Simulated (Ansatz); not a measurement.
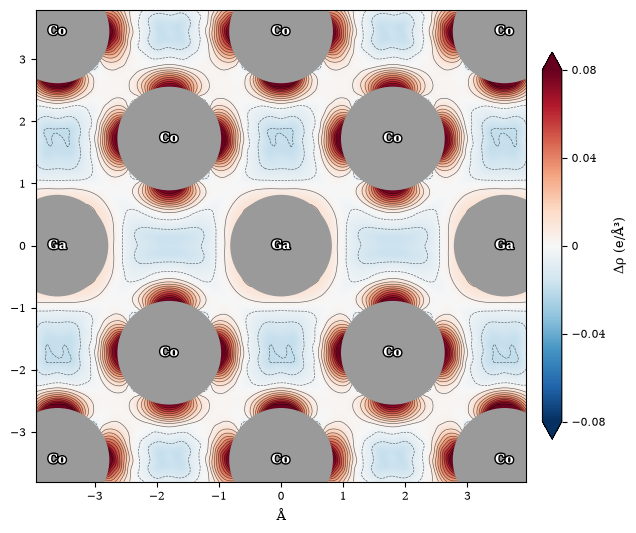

GaCo3: difference of two self-consistent densities at the same geometry, ρ(LDA) − ρ(r2SCAN), on the (100) plane of the conventional cell. Grey discs cover the cores, where the PAW densities can't be compared. Cores are masked to 0.8 Å (Ga) and 0.8 Å (Co).

Space group I4/mmm; spin-polarised. The cell comes from a database of computed structures, not from a measurement.

Both runs: Ansatz, scalar-relativistic, plane waves and PAW, same cutoff, k-points and PAW files (made with PBE).

**How does the change of level move the electrons?**

Against r2SCAN, and outside the masked cores, the largest gain lies at the edge of the masked core of Co, and the largest loss lies at the edge of the masked core of Co.
- Bader charges are Ga +0.21 and Co −0.07 e with r2SCAN and Ga +0.29 and Co −0.10 e with LDA. Among metals such charges hang on how the charge between the atoms is shared out.
- At this volume the pressure is 7 GPa with r2SCAN and −11 GPa with LDA.
- The integrated |spin density| goes from 5.4 to 3.9 μB in the cell of the calculation, and part of the map comes from this change.

Run times: 42 s (LDA) and 110 s (base cell), on 2 threads of Arm Neoverse V1, with other jobs on the host.
